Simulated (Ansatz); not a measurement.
Input

```
crystal:
  lattice:
    - [-2.0722905991, 1.5332606825, 1.5332606825]
    - [1.5332606825, -2.0722905991, 1.5332606825]
    - [1.5332606825, 1.5332606825, -2.0722905991]
  atoms:
    - { symbol: Zn, position: [0.0, 0.0, 0.0] }
basis:
  ecutwfc: 520.0
kpoints:
  mp_grid: { grid: [22, 22, 22] }
hamiltonian:
  xc: lda
  pseudopotentials: { kind: paw }
scf:
  occupations: { method: gaussian, width: 0.15 }
output:
  forces: true
  stress: true
  eigenvalues: true
  write_density: true
  write_potential: true
  elf: true
  volumetric_format: npy
```

Command:

```sh
ansatz run input.yaml --threads 1 --pin off --max-ram 2048MiB --backend cpu --events-out ev --progress --plain --runs-dir out
```

Below, planes, directions and counts refer to the conventional cell (a = 5.10 Å, b = 5.10 Å, c = 1.72 Å, α = 90.00°, β = 90.00°, γ = 120.00°).

Space group R-3m; a structure from a database of computed crystals, not necessarily the ambient phase; computed pressure about 121 GPa in this cell.

The calculation used DFT LDA, scalar-relativistic, plane waves, PAW in Ansatz.

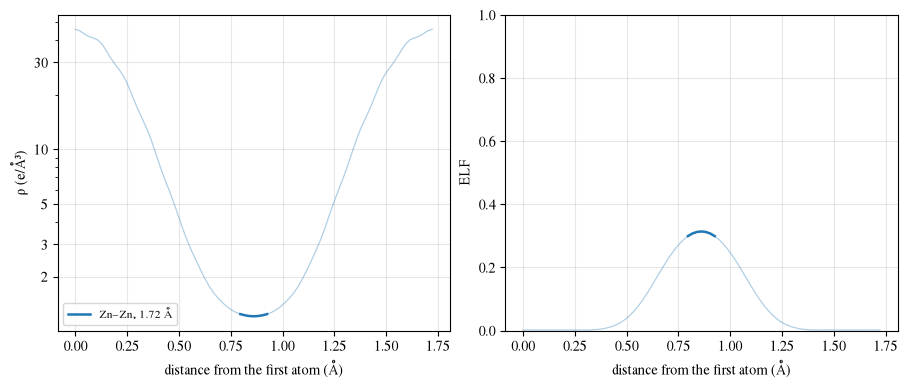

Zn. Valence pseudo-density and ELF along straight lines between neighbouring atoms. Thin, pale parts lie inside the atomic spheres.

Core electrons are frozen (PAW), and the valence fields are smoothed inside the atomic spheres.

What can be read from the curves?

Zn–Zn (1.72 Å): ρ at the midpoint is about 1.2 e/Å³; the ELF is about 0.30 at the midpoint.
